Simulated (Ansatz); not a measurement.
# Run report: Cu, geometry relaxation (part 2 of 2)

Cu (slab, 7 atoms in the cell); DFT PBE, scalar-relativistic, plane waves, PAW, no spin polarisation (Ansatz 0.2.0); cutoff 420 eV, 13×13×1 k-mesh, Gaussian smearing of 0.1 eV. The structure derives from an entry of the Crystallography Open Database. It belongs to a series of runs on one base structure; here: (1 0 0) slab, atoms relaxed.

Geometry of the input (Å; fractional positions):
```
2.5666  0.0000  0.0000
0.0000  2.5666  0.0000
0.0000  0.0000  25.8892
Cu 0.5000  0.5000  0.2897
Cu 0.0000  0.0000  0.3598
Cu 0.5000  0.5000  0.4299
Cu 0.0000  0.0000  0.5000
Cu 0.5000  0.5000  0.5701
Cu 0.0000  0.0000  0.6402
Cu 0.5000  0.5000  0.7103
```

```
WARN: The output density's exchange-correlation potential varies sharply where the density is thin. Do not read a vacuum level from v_tot or v_xc, or from such a field of the output density. On a cell that repeats whose density bears no net charge and no dipole along the vacuum's axis use v_es (v_loc + v_h of the components); under efield.dipole_correction with no amplitude use v_es + v_field, which holds any external_charges[].barrier, or the levels of the report's work_function block, which leave it out; under a non-zero efield.amplitude the vacuum is tilted and has no level; on a cell that repeats and bears such a dipole with no correction it is tilted too, and efield.dipole_correction with no amplitude gives each side of its ramp a level where efield: is served; in a cell that repeats whose density bears a net charge (total_charge, or a fill off its count) it is curved and has none; of a slab under crystal.periodic whose density bears no net charge use v_es, which has a level on each side, short of where the two are joined; of another it falls or rises all the way out and has none; of a slab beside external_charges read slab_vacuum_level instead, which it has where they leave it neutral. The grid or the basis barely resolves most such structure, and the values can differ between equally converged runs; as a rule a tighter scf.convergence.dr2_threshold does not remove it. Where the density itself ripples (under the LDA too) a higher basis.ecutwfc lessens it. The files hold the spikes' plane waves up to the density's cutoff. Files: v_tot_of_output_density and the like, and their columns of v_z.tsv (output.write_potential); v_xc_of_output_density and the like, and their columns of v_comp_z.tsv (output.write_potential_components). Measured: with its Gaussian average of σ = 0.25 Å subtracted twice, the exchange-correlation potential is over 0.1 eV at 139 of the grid points where the equally averaged density (valence and model cores) is under 1e-3 e/Å³, and 0.468 eV at the most among them, at an averaged density of 2.0e-8 e/Å³. The input density's (outcome.potential() and, of a run that writes arrays, v_tot and v_xc) is over 0.1 eV, so measured, at 2 points of its own thin density, 0.142 eV at the most. See output.write_potential in the manual, Limitations
SCF converged after 3 iterations
Free energy (F): -46375.016695 eV
Harris-Foulkes:  -46375.016695 eV  (|F-HF|=2.55e-9)
Internal energy: -46375.005009 eV  (E = F + TS)
E sigma→0 (E₀):  -46375.010852 eV
Entropy (-TS):   -0.011686 eV (-1.669 meV/atom)
Fermi energy:    5.812695 eV
Dipole field:    D = 0.000000 V/Å  (p = 0.000000 e·Å, saw-weighted, corrected)
Work function:   Φ+ = 4.5655 eV   Φ− = 4.5656 eV
Levels:          The Fermi level and band energies are counted from a zero that moves with the ramp; work functions are not
--- Per-component energies (eV) ---
  E_band       = -3951.141884
  E_kinetic    = 2097.425268
  E_local      = -304930.279597  (includes V_loc(G=0)·N_el)
  E_nonlocal   = 2737.308852
  E_hartree    = 150063.214954
  E_xc         = -623.278917
  E_vxc        = -803.995465  (∫ρ·V_xc dr)
  E_paw        = -11648.278321  (= ΣΔE_a)
  E_vpaw       = -3178.021990  (= ΣTr[D̂ρ^β])
  E_aug_tail   = 0.001926  (compensation charges beyond the density's cutoff)
  E_efield     = 0.000000  (sawtooth field / dipole correction)
  E_vefield    = 0.000000  (∫n·V_field dr)
  E_ewald      = 115928.880828
  E_smearing   = -0.011686  (= −TS)
  E_closure    = 0.000000  (closes the sum)
  Σ components = -46375.016695   (vs F -46375.016695, Δ=0.00e0)
--- Forces (eV/Å), atoms counted from 1 ---
  atom   1  Cu     0.00000000     0.00000000    -0.00535006
  atom   2  Cu     0.00000000     0.00000000     0.00540935
  atom   3  Cu    -0.00000000     0.00000000    -0.00131258
  atom   4  Cu     0.00000000     0.00000000    -0.00000023
  atom   5  Cu     0.00000000     0.00000000     0.00131285
  atom   6  Cu    -0.00000000     0.00000000    -0.00540931
  atom   7  Cu     0.00000000     0.00000000     0.00534999
  max |Σ_I F_I| component: 5.78e-9 eV/Å
--- Band table (eV; the first three rows and the last of 28) ---
  k-point 0: bands = ["-106.7450", "-106.7405", "-106.7403", "-106.7185", "-106.7173", "-106.2936", "-106.2936", "-64.1417", "-64.1242", "-64.1064", "-64.0975", "-64.0975", "-64.0915", "-64.0915", "-64.0893", "-64.0893", "-64.0761", "-64.0590", "-64.0580", "-64.0580", "-64.0536", "-64.0536", "-63.6616", "-63.6616", "-63.6616", "-63.6616", "-63.6463", "-63.6463", "-3.2769", "-2.6727", "-1.6877", "-0.4230", "0.6514", "1.0837", "1.0865", "1.5294", "1.6918", "1.9432", "2.2845", "2.5879", "2.8182", "2.8667", "2.9129", "2.9129", "3.0795", "3.0795", "3.2885", "3.3390", "3.3390", "3.4004", "3.5762", "3.6639", "3.6888", "3.6888", "3.6936", "3.7442", "3.7683", "3.8722", "4.0291", "4.0375", "4.0375", "4.1459", "4.3119", "4.3119", "4.3860", "4.3870", "4.3878", "4.3878", "4.7322", "6.2573", "7.1032", "10.1020", "10.4645", "11.4465", "12.9192", "13.7109", "15.4939", "16.0790", "18.7492", "19.0145"]
  k-point 1: bands = ["-106.7447", "-106.7402", "-106.7400", "-106.7183", "-106.7171", "-106.2934", "-106.2934", "-64.1406", "-64.1245", "-64.1076", "-64.0998", "-64.0970", "-64.0941", "-64.0940", "-64.0911", "-64.0890", "-64.0749", "-64.0625", "-64.0579", "-64.0572", "-64.0563", "-64.0537", "-63.6646", "-63.6646", "-63.6614", "-63.6614", "-63.6461", "-63.6461", "-3.1354", "-2.5351", "-1.5576", "-0.3061", "0.7488", "1.1562", "1.1683", "1.5670", "1.7252", "1.9696", "2.3003", "2.5925", "2.7986", "2.8984", "2.9309", "2.9322", "3.0594", "3.0824", "3.1246", "3.2431", "3.3140", "3.5060", "3.5142", "3.6030", "3.6488", "3.6800", "3.7064", "3.7524", "3.8231", "3.9033", "3.9130", "3.9694", "4.0823", "4.1411", "4.2122", "4.2256", "4.3236", "4.3278", "4.3742", "4.4093", "5.0758", "6.5244", "7.4152", "10.2357", "10.6052", "11.5728", "13.0510", "13.8043", "15.6197", "16.1907", "17.5406", "18.2553"]
  k-point 2: bands = ["-106.7437", "-106.7394", "-106.7393", "-106.7177", "-106.7168", "-106.2927", "-106.2927", "-64.1375", "-64.1266", "-64.1115", "-64.1062", "-64.1032", "-64.1014", "-64.0953", "-64.0899", "-64.0883", "-64.0753", "-64.0681", "-64.0625", "-64.0584", "-64.0577", "-64.0540", "-63.6730", "-63.6730", "-63.6608", "-63.6608", "-63.6454", "-63.6454", "-2.7173", "-2.1306", "-1.1808", "0.0188", "1.0020", "1.3540", "1.3833", "1.6745", "1.8259", "2.0584", "2.3584", "2.6039", "2.7282", "2.9710", "2.9743", "2.9850", "2.9876", "3.0040", "3.0357", "3.0835", "3.2462", "3.3351", "3.4530", "3.5694", "3.6327", "3.6429", "3.6746", "3.7103", "3.7234", "3.8428", "3.8595", "3.8715", "4.0066", "4.0359", "4.1681", "4.2676", "4.2818", "4.3864", "4.3938", "4.5152", "5.6803", "7.1670", "8.1873", "10.6352", "11.0276", "11.9487", "13.4461", "14.0797", "14.9781", "15.6326", "16.0047", "16.5477"]
  k-point 27: bands = ["-106.7351", "-106.7312", "-106.7312", "-106.7108", "-106.7108", "-106.2852", "-106.2852", "-64.1517", "-64.1515", "-64.1427", "-64.1426", "-64.1383", "-64.1377", "-64.1067", "-64.1033", "-64.0984", "-64.0962", "-64.0954", "-64.0933", "-64.0924", "-64.0847", "-64.0845", "-63.7095", "-63.7095", "-63.7094", "-63.7094", "-63.6388", "-63.6388", "1.0962", "1.1669", "1.3201", "1.4671", "1.5604", "1.5612", "1.6032", "1.7534", "1.7595", "2.0175", "2.0626", "2.0930", "2.1079", "2.5683", "2.5860", "3.1634", "3.1845", "3.7295", "3.7515", "3.7889", "3.8000", "3.9850", "4.0207", "4.1537", "4.1922", "4.2272", "4.2433", "4.2564", "4.2921", "4.3154", "4.3159", "4.3418", "4.3486", "4.6969", "4.7025", "7.2592", "7.8867", "8.2375", "8.8890", "9.5432", "10.2842", "11.0889", "11.9872", "12.7238", "12.9531", "13.2521", "13.5340", "13.8022", "13.8380", "13.8940", "14.3483", "14.5562"]
--- Relaxed structure (4 steps of the walk, 4 accepted, 0 SCFs on fresh bases) ---
  F+E_penalty+E_count = -46375.01669502 eV   max|allowed force component| = 5.409e-3 eV/Å
  atoms:
    - { symbol: Cu, position: [0.49999999999999994, 0.49999999999999994, 0.29072738376729695] }
    - { symbol: Cu, position: [1.783751125740264e-32, 0.0, 0.3588381592554142] }
    - { symbol: Cu, position: [0.49999999999999994, 0.49999999999999994, 0.42953414363416664] }
    - { symbol: Cu, position: [-1.5779336881548486e-32, 0.0, 0.5000000008482933] }
    - { symbol: Cu, position: [0.49999999999999994, 0.49999999999999994, 0.5704658554490456] }
    - { symbol: Cu, position: [1.783751125740264e-32, 0.0, 0.6411618403751219] }
    - { symbol: Cu, position: [0.49999999999999994, 0.49999999999999994, 0.7092726166706608] }
```

## Trajectory as extended XYZ (Å, eV, eV/Å), 4 frames, from step=1 to step=4
```
7
Lattice="2.5666 0.0000 0.0000 0.0000 2.5666 0.0000 0.0000 0.0000 25.8892" Properties=species:S:1:pos:R:3:forces:R:3 step=1 energy=-46375.00629
Cu    1.2833    1.2833    7.5000    0.0000   0.0000   0.1818
Cu    0.0000    0.0000    9.3149    0.0000   0.0000  -0.2265
Cu    1.2833    1.2833   11.1297    0.0000   0.0000   0.0048
Cu    0.0000    0.0000   12.9446    0.0000   0.0000   0.0000
Cu    1.2833    1.2833   14.7595    0.0000   0.0000  -0.0048
Cu    0.0000    0.0000   16.5744    0.0000   0.0000   0.2265
Cu    1.2833    1.2833   18.3892    0.0000   0.0000  -0.1818
7
Lattice="2.5666 0.0000 0.0000 0.0000 2.5666 0.0000 0.0000 0.0000 25.8892" Properties=species:S:1:pos:R:3:forces:R:3 step=2 energy=-46375.01260
Cu    1.2833    1.2833    7.5102    0.0000   0.0000   0.1155
Cu    0.0000    0.0000    9.3060    0.0000   0.0000  -0.1468
Cu    1.2833    1.2833   11.1256    0.0000   0.0000   0.0085
Cu    0.0000    0.0000   12.9446    0.0000   0.0000   0.0000
Cu    1.2833    1.2833   14.7637    0.0000   0.0000  -0.0085
Cu    0.0000    0.0000   16.5833    0.0000   0.0000   0.1468
Cu    1.2833    1.2833   18.3791    0.0000   0.0000  -0.1155
7
Lattice="2.5666 0.0000 0.0000 0.0000 2.5666 0.0000 0.0000 0.0000 25.8892" Properties=species:S:1:pos:R:3:forces:R:3 step=3 energy=-46375.01669
Cu    1.2833    1.2833    7.5267    0.0000   0.0000  -0.0054
Cu    0.0000    0.0000    9.2900    0.0000   0.0000   0.0054
Cu    1.2833    1.2833   11.1203    0.0000   0.0000  -0.0013
Cu    0.0000    0.0000   12.9446    0.0000   0.0000   0.0000
Cu    1.2833    1.2833   14.7689    0.0000   0.0000   0.0013
Cu    0.0000    0.0000   16.5992    0.0000   0.0000  -0.0054
Cu    1.2833    1.2833   18.3625    0.0000   0.0000   0.0054
7
Lattice="2.5666 0.0000 0.0000 0.0000 2.5666 0.0000 0.0000 0.0000 25.8892" Properties=species:S:1:pos:R:3:forces:R:3 step=4 energy=-46375.01669
Cu    1.2833    1.2833    7.5267    0.0000   0.0000  -0.0053
Cu    0.0000    0.0000    9.2900    0.0000   0.0000   0.0054
Cu    1.2833    1.2833   11.1203    0.0000   0.0000  -0.0013
Cu    0.0000    0.0000   12.9446    0.0000   0.0000   0.0000
Cu    1.2833    1.2833   14.7689    0.0000   0.0000   0.0013
Cu    0.0000    0.0000   16.5992    0.0000   0.0000  -0.0054
Cu    1.2833    1.2833   18.3625    0.0000   0.0000   0.0053
```

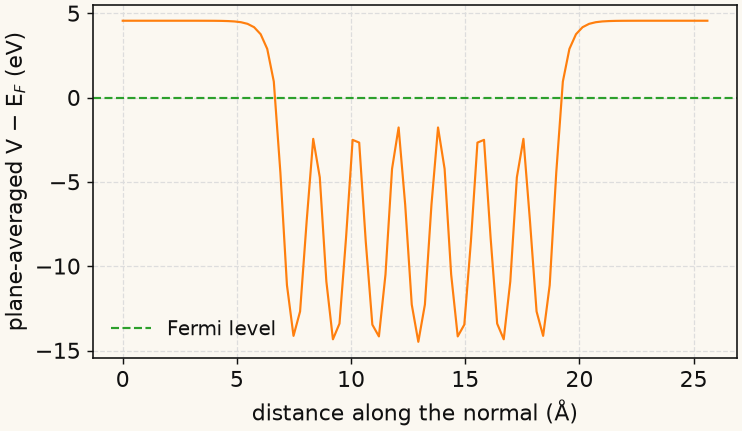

Fig. 1: Plane average of the electrostatic potential energy of an electron across the cell, from the Fermi level. The vacuum level lies 4.57 eV above the Fermi level.

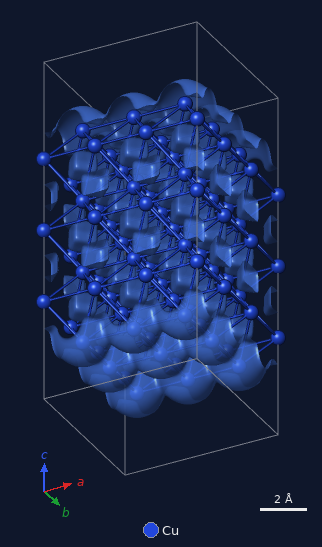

Fig. 2: Isosurface of the valence pseudo-density at 0.2 e/Å³ (blue), seen at an oblique angle. Sticks mark near contacts. At this value the density is joined into sheets; it holds about 100 % of the electrons treated as valence (semicore included). On the grid the lowest density along these lines, outside the cores, is 0.28 e/Å³ (Cu–Cu, 2.53 Å) and 0.26 e/Å³ (Cu–Cu, 2.57 Å). In a PAW calculation such maps are meaningful between the atoms, not at the nuclei.

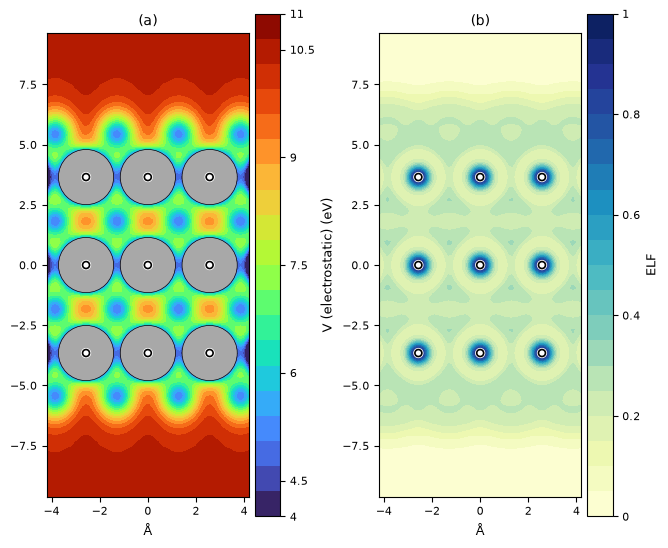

Fig. 3: (a) electrostatic potential energy of an electron; (b) ELF on the (010) plane of the calculation cell, a cut from vacuum to vacuum. Circles mark the nuclei in the plane (Cu). Grey discs, where drawn, cover atomic cores. Atoms in the plane: Cu. Cu–Cu (2.57 Å): the ELF is about 0.20 at the midpoint (no shared electron pair). The strong features right at Cu lie inside the PAW spheres (semicore, d or f shells) and say nothing about bonding.

## Results in brief

| quantity | value |
| --- | --- |
| outcome | converged |
| electrons treated | 133 |
| free energy | −46375.0167 eV |
| work function, top face | 4.57 eV |
| work function, bottom face | 4.57 eV |
| Fermi energy | 5.813 eV |
| gap on the k-point mesh | none (metallic) |
| final volume | 170.55 Å³ |
| work function (upper face) | 4.57 eV |
| largest force (length of the vector) at the end | 0.005 eV/Å |
| wall time | 2 min |
| peak memory | 0.59 GiB |

## Notes

Warnings of the run: the exchange-correlation potential is rough where the density is thin.
